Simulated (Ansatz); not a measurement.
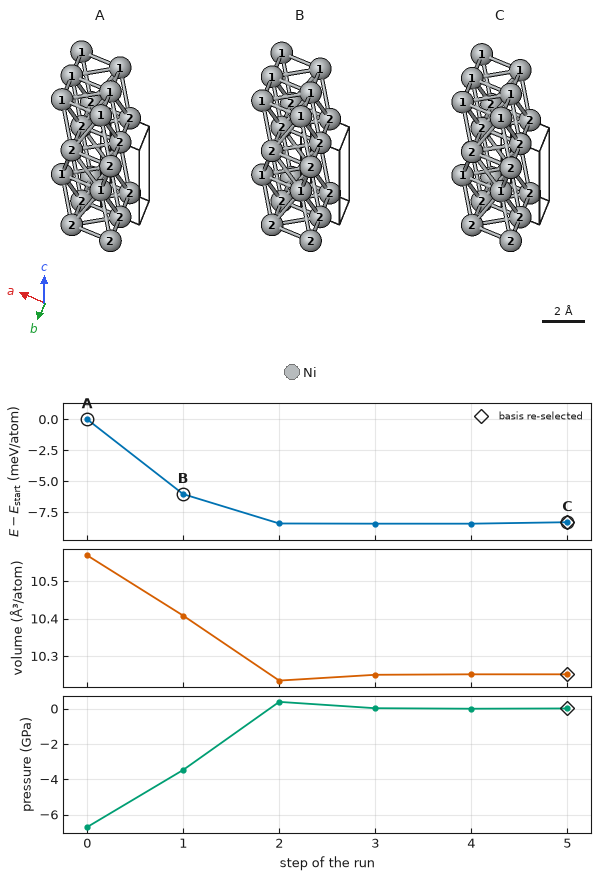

Frames of a relaxation of solid Ni (set up in P6_3/mmc), marked on the history of the run. Style: ball-and-stick. Shown: the cell of the calculation, repeated 2 × 3 × 2 with one cell outlined, from a free direction.

The run lets cell and atoms move.

All numbers below come from Kohn-Sham DFT of a periodic cell, PBEsol with D4, Ansatz PAW (Ansatz).

Input file:
```yaml
crystal:
  lattice:
    - [2.4480228978, 0.0, 0.0]
    - [-1.2240114489, 2.1200500186, 0.0]
    - [0.0, 0.0, 4.07280757]
  atoms:
    - { symbol: Ni, position: [0.6666666667, 0.3333333333, 0.75], spin: 1.0 }
    - { symbol: Ni, position: [0.3333333333, 0.6666666667, 0.25], spin: 1.0 }
hamiltonian:
  xc: pbesol
  pseudopotentials: { kind: paw }
  dispersion: d4
magnetization:
  spin_polarized: true
kpoints:
  mp_grid: { grid: [12, 12, 7] }
scf:
  occupations: { method: fermi_dirac, width: 0.05 }
output:
  forces: true
  stress: true
  eigenvalues: true
relax:
  f_tol: 0.01
  max_steps: 40
  cell: { stress_tol: 0.05 }
```

Run as
```bash
ansatz run input.yaml --threads 2 --pin off --max-ram 5632MiB --backend cpu --events-out ev --progress --plain --runs-dir out
```

> Describe the path.

No atom moves by more than 0.005 Å relative to the cell. The volume changes by −3.0 %, with a = b 2.448 → 2.436 Å (−0.5 %), c 4.073 → 3.989 Å (−2.1 %). Near-neighbour distances that change, for instance: Ni1–Ni2 2.479 → 2.440 Å, Ni1–Ni1 2.448 → 2.436 Å. The space group stays P6_3/mmc (No. 194). The energy falls by 8.3 meV per atom in 4 accepted moves (5 points after the start). All forces vanish by symmetry, so only the cell relaxes. Pressure: −6.71 GPa at the start and 0.01 GPa at the end. At 1 point the geometry stayed and the basis and grid were re-selected for the new cell (energy shift of 0.1 meV per atom at most each time). Cost: 16 s on 2 threads of Intel(R) Xeon(R) Platinum 8259CL CPU @ 2.50GHz (Skylake/Cascade Lake) (shared host), peak memory 0.41 GiB. From step 0 to 1: volume −1.5 %, energy −6.0 meV per atom. From step 1 to 5: volume −1.5 %, energy −2.3 meV per atom.

| step | E − E(0), meV/atom | pressure, GPa | volume, Å³/atom | note |
| --- | --- | --- | --- | --- |
| 0 | 0.00 | -6.71 | 10.569 |  |
| 1 | -6.03 | -3.47 | 10.408 |  |
| 2 | -8.40 | 0.39 | 10.235 |  |
| 3 | -8.42 | 0.03 | 10.250 |  |
| 4 | -8.42 | 0.00 | 10.251 |  |
| 5 | -8.30 | 0.01 | 10.251 | same geometry, new basis |

Limits of the set-up: only the magnetic order of this start and cell was tried (total moment 1.3 μB per cell).
